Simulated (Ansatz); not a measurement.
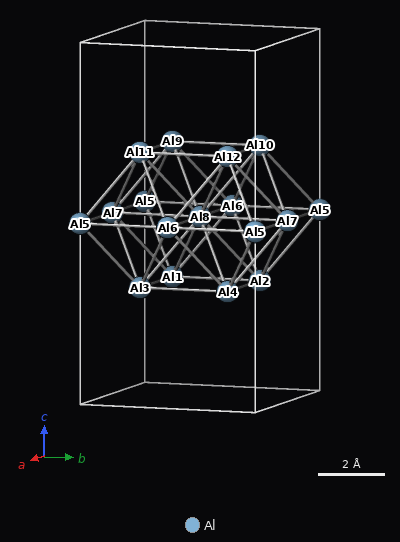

Figure 1. The structure as given in the input (ball-and-stick view of the cell of the calculation, with the vacuum cut short, seen slightly off an axis; atoms are numbered from 1 in the order of the input). An atom can appear more than once, as a periodic image. Near neighbours in the periodic cell (some may lie outside the picture): Al has 8 Al at 2.86 to 2.91 Å; Al has 12 Al at 2.86 to 2.91 Å.

**Al: a failed or faulty run and its cure**

System: Al (slab, 12 atoms in the cell).
Method of run A: DFT, PBE, plane waves, PAW (Ansatz 0.2.0).

The structure derives from an entry of the Crystallography Open Database. Text and figures count atoms from 1; the logs count them from 0 in places.

**The input, run A**
```yaml
crystal:
  lattice:
    - [5.7143028096, 0.0, 0.0]
    - [0.0, 5.7143028096, 0.0]
    - [0.0, 0.0, 19.6750228481]
  atoms:
    - { symbol: Al, position: [0.25, 0.25, 0.2033034488] }
    - { symbol: Al, position: [0.25, 0.75, 0.2033034488] }
    - { symbol: Al, position: [0.75, 0.25, 0.2033034488] }
    - { symbol: Al, position: [0.75, 0.75, 0.2033034488] }
    - { symbol: Al, position: [0.0, 0.0, 0.3092772432] }
    - { symbol: Al, position: [0.0, 0.5, 0.3092772432] }
    - { symbol: Al, position: [0.5, 0.0, 0.3092772432] }
    - { symbol: Al, position: [0.5, 0.5, 0.3092772432] }
    - { symbol: Al, position: [0.25, 0.25, 0.4155025847] }
    - { symbol: Al, position: [0.25, 0.75, 0.4155025847] }
    - { symbol: Al, position: [0.75, 0.25, 0.4155025847] }
    - { symbol: Al, position: [0.75, 0.75, 0.4155025847] }
basis:
  ecutwfc: 420
kpoints:
  mp_grid: { grid: [5, 5, 1] }
hamiltonian:
  xc: pbe
scf:
  occupations: { method: gaussian, width: 0.1 }
  max_iter: 50
output:
  forces: true
  eigenvalues: true
efield:
  axis: 3
  dipole_correction: true
  ramp_width: 0.04
magnetization:
  spin_polarized: many
```

Command:
```bash
ansatz run input.yaml --threads 4 --pin off --max-ram 12288MiB --backend cpu --events-out ev --progress --plain --runs-dir out
```

Hardware: 4 threads of Arm Neoverse V1, 24 GiB of memory available, shared host.

**Output (run A)**
```
Error: YAML parse error: error: line 36 column 19: invalid boolean (strict mode expects true/false)
  --> <input>:36:19
   |
34 |   ramp_width: 0.04
35 | magnetization:
36 |   spin_polarized: many
   |                   ^ invalid boolean (strict mode expects true/false)
```

**What should be changed in this input?**

A setting was made wrong on purpose: a value of the wrong type (`magnetization.spin_polarized`). The program refused the input: “YAML parse error: error: line 36 column 19: invalid boolean (strict mode expects true/false) --> <input>:36:19 | 34 | ramp_width: 0.04 35 | magnetization: 36 | spin_polarized: many | ^ invalid boolean (strict mode expects true/false)”

A run of the same system that converges differs from this input as follows (lines with − go, lines with + come):
```diff
-  max_iter: 50
-magnetization:
-  spin_polarized: many
```

**Output, shortened to warnings, some set-up lines, iterations and results (run B)**
```
Basis set: ecut = 420 eV, 12653 PW (Γ), exchange–correlation on 80×80×270 points (8 copies of the dense FFT grid, shifted against one another)
Symmetry: 32 space group operations
k-points: 6 of 25
Initial density: superposition of atomic densities (neutral atoms: chi_scale 0, normalization atom), corrected by the library's trained network
[...]
SCF iter   1: F=—  HF=-6446.352482 eV  |F-HF|=—  |Δ(HF+E_count)|=         —  Δρ=1.04e-3  dr2=2.63e-2  ethr=1.77e-3  p=0.000 e·Å  D=2.86e-5 V/Å  ΔV_dip=-0.00 eV  …
SCF iter   2: F=—  HF=-6446.348802 eV  |F-HF|=—  |Δ(HF+E_count)|=   3.68e-3  Δρ=2.38e-4  dr2=1.93e-3  ethr=7.30e-5  p=0.000 e·Å  D=1.09e-4 V/Å  ΔV_dip=-0.00 eV  …
SCF iter   3: F=—  HF=-6446.348674 eV  |F-HF|=—  |Δ(HF+E_count)|=   1.28e-4  Δρ=5.52e-5  dr2=8.41e-5  ethr=5.36e-6  p=0.000 e·Å  D=7.30e-5 V/Å  ΔV_dip=-0.00 eV  …
SCF iter   4: F=—  HF=-6446.349308 eV  |F-HF|=—  |Δ(HF+E_count)|=   6.34e-4  Δρ=1.16e-5  dr2=2.16e-6  ethr=2.34e-7  p=0.000 e·Å  D=7.83e-5 V/Å  ΔV_dip=-0.00 eV  …
SCF iter   5: F=—  HF=-6446.349310 eV  |F-HF|=—  |Δ(HF+E_count)|=   1.44e-6  Δρ=2.79e-6  dr2=1.87e-7  ethr=6.01e-9  p=0.000 e·Å  D=7.65e-5 V/Å  ΔV_dip=-0.00 eV  …
SCF iter   6: F=-6446.349310 eV  HF=-6446.349310 eV  |F-HF|=6.34e-8  |Δ(HF+E_count)|=   8.02e-8  Δρ=1.24e-6  dr2=7.66e-8  ethr=2.78e-10  p=0.000 e·Å  D=7.88e-5 V/Å  …
SCF 1 converged in 6 iterations: F = -6446.349310 eV  dr2 = 7.66e-8
SCF converged after 6 iterations
Free energy (F): -6446.349310 eV
Harris-Foulkes:  -6446.349310 eV  (|F-HF|=6.34e-8)
Internal energy: -6446.330574 eV  (E = F + TS)
E sigma→0 (E₀):  -6446.339942 eV
Entropy (-TS):   -0.018735 eV (-1.561 meV/atom)
Fermi energy:    -0.624327 eV
Dipole field:    D = 0.000154 V/Å  (p = 0.000548 e·Å, saw-weighted, corrected)
Work function:   Φ+ = 4.5065 eV   Φ− = 4.5095 eV
Levels:          The Fermi level and band energies are counted from a zero that moves with the ramp; work functions are not
--- Per-component energies (eV) ---
  E_band       = -158.741336
  E_kinetic    = 249.279464
  E_local      = -5365.046269  (includes V_loc(G=0)·N_el)
  E_nonlocal   = 126.873464
  E_hartree    = 2601.605037
  E_xc         = -463.760841
  E_vxc        = -329.876550  (∫ρ·V_xc dr)
  E_paw        = -5607.027416  (= ΣΔE_a)
  E_vpaw       = -43.183094  (= ΣTr[D̂ρ^β])
  E_aug_tail   = -0.000025  (compensation charges beyond the density's cutoff)
  E_efield     = 0.000000  (sawtooth field / dipole correction)
  E_vefield    = 0.000005  (∫n·V_field dr)
  E_ewald      = 2011.746011
  E_smearing   = -0.018735  (= −TS)
  E_closure    = -0.000000  (closes the sum)
  Σ components = -6446.349310   (vs F -6446.349310, Δ=0.00e0)
--- Forces (eV/Å), atoms counted from 1 ---
  atom   1  Al     0.00000000    -0.00000000     0.01794335
  atom   2  Al     0.00000000    -0.00000000     0.01794335
  atom   3  Al     0.00000000    -0.00000000     0.01794335
  atom   4  Al     0.00000000    -0.00000000     0.01794335
  atom   5  Al     0.00000000    -0.00000000     0.01065641
  atom   6  Al     0.00000000    -0.00000000     0.01065641
  atom   7  Al     0.00000000    -0.00000000     0.01065641
  atom   8  Al     0.00000000    -0.00000000     0.01065641
  atom   9  Al    -0.00000000    -0.00000000    -0.02861526
  atom  10  Al    -0.00000000    -0.00000000    -0.02861526
  atom  11  Al    -0.00000000    -0.00000000    -0.02861526
  atom  12  Al    -0.00000000    -0.00000000    -0.02861526
  max |Σ_I F_I| component: 6.20e-5 eV/Å
```

**The two runs side by side**

| quantity | run A | run B |
| --- | --- | --- |
| outcome | refused | converged |
| free energy per atom (eV) | – | −537.1958 |
| gap on the mesh (eV) | – | 0.00 |
| work function (eV) | – | 4.51 |
| largest force (eV/Å) | – | 0.029 |
| SCF iterations | – | 6 |
| irreducible k-points | – | 6 |
| plane waves at Γ | – | 12653 |
